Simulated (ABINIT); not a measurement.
## Run report: Zr₃S₂, band-structure run (part 3 of 3)

The same run, continued: Zr₃S₂ (5 atoms in the cell); Kohn-Sham DFT of a periodic cell, r2SCAN, JTH PAW PBE v2.0, no spin polarisation (ABINIT 10.8.3); cutoff 653.07 eV, 6×6×6 k-mesh, fermi-dirac of 0.05 eV. The structure derives from a Materials Project entry.

Geometry of the input (Å; fractional positions):
```
2.9025  1.6758  3.4878
-2.9025  1.6758  3.4878
0.0000  -3.3516  3.4878
Zr 0.8387  0.5000  0.1613
Zr 0.5000  0.1613  0.8387
Zr 0.1613  0.8387  0.5000
S  0.6650  0.6650  0.6650
S  0.3350  0.3350  0.3350
```

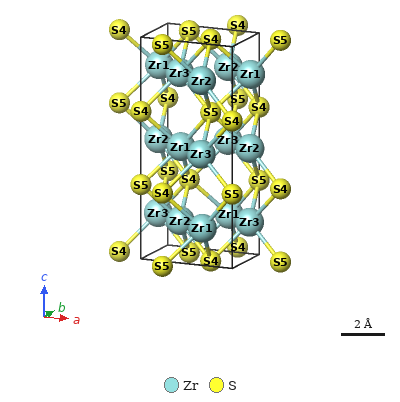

*The structure (ball-and-stick view of the cell 3 times as large as that of the calculation, set on its symmetry axes, seen slightly off an axis; bonded neighbours outside the cell are drawn too; atoms are numbered from 1 in the order of the input). An atom can appear more than once, as a periodic image.*

## The program's output, continued
```
 cartesian coordinates (angstrom) at end:
    1      0.98316797920647     1.70289689238529     5.23165990415717
    2      0.98316797920647    -1.70289689233237     5.23165990415716
    3     -1.96633595841294     0.00000000002646     5.23165990415716
    4     -0.00000000000000     0.00000000003519     6.95834832888462
    5     -0.00000000000000     0.00000000001773     3.50497147942971
 length scales=  1.000000000000  1.000000000000  1.000000000000 bohr
              =  0.529177210544  0.529177210544  0.529177210544 angstroms
 Eigenvalues (   eV  ) for nkpt=  11  k points:
 kpt#   1, nband= 35, wtk=  1.00000, kpt=  0.0000  0.0000  0.0000 (reduced coord)
 -40.22722  -40.14262  -40.14262  -17.68757  -17.68757  -17.68168  -17.66548  -17.61643
 -17.61643  -17.54377  -17.26430  -17.26430   -5.12609   -3.87220    4.41686    4.41686
   4.70463    6.08672    6.28605    6.28605    7.88246    8.83104   10.71721   10.71721
  11.46508   11.46508   12.77181   13.66777   13.66777   14.04635   14.04635   14.48200
  14.67653   14.98812   14.98813
 kpt#   2, nband= 35, wtk=  1.00000, kpt=  0.1000  0.0000  0.0000 (reduced coord)
 -40.22498  -40.14553  -40.14191  -17.72321  -17.70526  -17.69092  -17.65511  -17.59622
 -17.57569  -17.53472  -17.28338  -17.26817   -5.08118   -3.88446    4.31079    4.52048
   4.74911    5.96339    6.17202    6.35497    8.01187    8.94092   10.59557   10.67763
  11.27195   11.59943   12.59244   13.53849   13.73176   14.02024   14.24649   14.47034
  14.56160   14.84592   15.28033
 kpt#   3, nband= 35, wtk=  1.00000, kpt=  0.2000  0.0000  0.0000 (reduced coord)
 -40.21852  -40.15116  -40.14262  -17.75172  -17.74153  -17.70944  -17.63499  -17.57830
 -17.52409  -17.49079  -17.33547  -17.27975   -4.95523   -3.92445    4.28089    4.57503
   4.78921    5.71144    6.06413    6.39373    8.31222    9.19225   10.37374   10.51882
  10.99813   11.76222   12.27363   13.22248   13.66561   14.02817   14.27464   14.51947
  14.69732   15.01147   15.46530
 kpt#   4, nband= 35, wtk=  1.00000, kpt=  0.3000  0.0000  0.0000 (reduced coord)
 -40.20864  -40.15961  -40.14391  -17.77202  -17.76426  -17.71201  -17.61966  -17.57627
 -17.48361  -17.43986  -17.39610  -17.29867   -4.77339   -3.99899    4.34771    4.53540
   4.78155    5.50930    5.92014    6.48756    8.67508    9.43481   10.16805   10.27454
  10.72768   11.90929   12.12481   12.89141   13.61312   13.80159   14.28369   14.57294
  14.81230   15.21003   15.58835
 kpt#   5, nband= 35, wtk=  1.00000, kpt=  0.4000  0.0000  0.0000 (reduced coord)
 -40.19654  -40.17047  -40.14503  -17.79086  -17.77129  -17.68787  -17.60975  -17.57777
 -17.51564  -17.41762  -17.38198  -17.32277   -4.57704   -4.10763    4.38728    4.47483
   4.84556    5.39991    5.69519    6.63098    9.05071    9.56062    9.95307   10.02517
  10.57860   11.86670   12.37285   12.70554   13.46905   13.63414   14.37814   14.52827
  14.85862   15.07800   15.30191
 kpt#   6, nband= 35, wtk=  1.00000, kpt=  0.5000  0.0000  0.0000 (reduced coord)
 -40.18545  -40.18108  -40.14547  -17.79734  -17.77409  -17.66075  -17.60787  -17.57360
 -17.56274  -17.39539  -17.37036  -17.33838   -4.46173   -4.18920    4.32283    4.53651
   4.89021    5.43546    5.49906    6.70079    9.35599    9.47652    9.77160    9.96599
  10.55165   11.83578   12.60665   12.63966   13.30150   13.59480   14.47128   14.47388
  14.85389   15.02407   15.09877
 kpt#   7, nband= 35, wtk=  1.00000, kpt=  0.5000  0.0641 -0.0641 (reduced coord)
 -40.18412  -40.17996  -40.14788  -17.78225  -17.77699  -17.67547  -17.61673  -17.57939
 -17.56759  -17.38578  -17.36755  -17.33228   -4.43644   -4.18119    4.18828    4.50024
   5.09593    5.36826    5.51226    6.71516    9.29992    9.32339    9.76015   10.05694
  10.69117   11.97120   12.38075   12.81263   13.28208   13.59697   14.33229   14.36233
  14.80237   14.80564   15.18472
 kpt#   8, nband= 35, wtk=  1.00000, kpt=  0.5000  0.1282 -0.1282 (reduced coord)
 -40.18032  -40.17680  -40.15469  -17.80557  -17.72160  -17.71229  -17.64824  -17.58035
 -17.56956  -17.37291  -17.36042  -17.32327   -4.36369   -4.15866    4.01576    4.39003
   5.19665    5.40288    5.61105    6.73825    9.16175    9.18194    9.75177   10.02914
  11.07172   12.03232   12.24371   13.07393   13.14386   13.65559   13.98987   14.12318
  14.54873   14.63916   15.32218
 kpt#   9, nband= 35, wtk=  1.00000, kpt=  0.5000  0.1923 -0.1923 (reduced coord)
 -40.17466  -40.17261  -40.16428  -17.83980  -17.75939  -17.68621  -17.63659  -17.57422
 -17.55976  -17.37650  -17.36248  -17.31452   -4.25282   -4.12577    3.93511    4.20905
   4.97797    5.48226    5.93259    6.72775    9.10282    9.13845    9.77724    9.96163
  11.28577   11.82207   12.39051   12.91297   13.21676   13.22245   13.92672   14.16382
  14.41627   14.74967   15.36344
 kpt#  10, nband= 35, wtk=  1.00000, kpt=  0.5000  0.2565 -0.2565 (reduced coord)
 -40.17787  -40.16805  -40.16529  -17.87727  -17.79136  -17.71513  -17.57616  -17.56572
 -17.51255  -17.40015  -17.39240  -17.29658   -4.11927   -4.08836    3.96501    3.97073
   4.76957    5.49750    6.19608    6.64337    9.13938    9.26594    9.86426    9.98372
  11.21691   11.74598   12.15693   12.64967   12.85518   13.21859   13.98273   14.09956
  14.43034   15.11090   15.28278
 kpt#  11, nband= 35, wtk=  1.00000, kpt=  0.5000  0.3206 -0.3206 (reduced coord)
 -40.18922  -40.16154  -40.16006  -17.91029  -17.80085  -17.72747  -17.56006  -17.55764
 -17.48145  -17.44606  -17.38603  -17.27487   -4.05262   -3.98351    3.70277    4.09424
   4.62261    5.49238    6.27924    6.47556    9.31714    9.52623   10.02538   10.12709
  11.12454   11.68241   11.70637   12.27632   12.92857   13.10954   13.87419   13.99314
  14.44025   14.72014   15.62876

== END DATASET(S) ==============================================================
================================================================================

 -outvars: echo values of variables after computation  --------
            acell      1.0000000000E+00  1.0000000000E+00  1.0000000000E+00 Bohr
           etotal1    -1.1891415634E+02
            fcart1    -7.5214705661E-04 -1.3027569168E-03  6.5886791000E-15
                      -7.5214705661E-04  1.3027569168E-03 -6.5886791000E-15
                       1.5042941132E-03  1.5239325111E-20 -1.9383588057E-20
                       2.6881017057E-20 -2.5222402979E-20 -1.0137865019E-03
                      -2.6881017057E-20  1.7602740424E-20  1.0137865019E-03
            rprim      5.4850018347E+00  3.1667672858E+00  6.5909362685E+00
                      -5.4850018347E+00  3.1667672858E+00  6.5909362685E+00
                       0.0000000000E+00 -6.3335345715E+00  6.5909362685E+00
           strten1     3.9828584757E-05  3.9828584767E-05  1.0582465733E-05
                      -2.7608000671E-14  0.0000000000E+00  0.0000000000E+00
           xangst      9.8316797921E-01  1.7028968924E+00  5.2316599042E+00
                       9.8316797921E-01 -1.7028968923E+00  5.2316599042E+00
                      -1.9663359584E+00  2.6458627715E-11  5.2316599042E+00
                      -3.9832109862E-16  3.5191184466E-11  6.9583483289E+00
                      -4.1426294525E-17  1.7726119916E-11  3.5049714794E+00
             xred      8.3872700000E-01  5.0000000000E-01  1.6127300000E-01
                       5.0000000000E-01  1.6127300000E-01  8.3872700000E-01
                       1.6127300000E-01  8.3872700000E-01  5.0000000000E-01
                       6.6502300000E-01  6.6502300000E-01  6.6502300000E-01
                       3.3497700000E-01  3.3497700000E-01  3.3497700000E-01
 Calculation completed.
```

## Summary

| quantity | value |
| --- | --- |
| outcome | converged |
| space group (tolerance 0.01 Å) | R32 (155) |
| electrons treated | 48 |
| free energy | −3235.8190 eV |
| gap on the k-point mesh | none (metallic) |
| pressure | −0.88 GPa |
| largest force (length of the vector) | 0.077 eV/Å |
| wall time | 2.1 min (CPU time 8.5 min) |
| peak memory | 0.92 GiB |
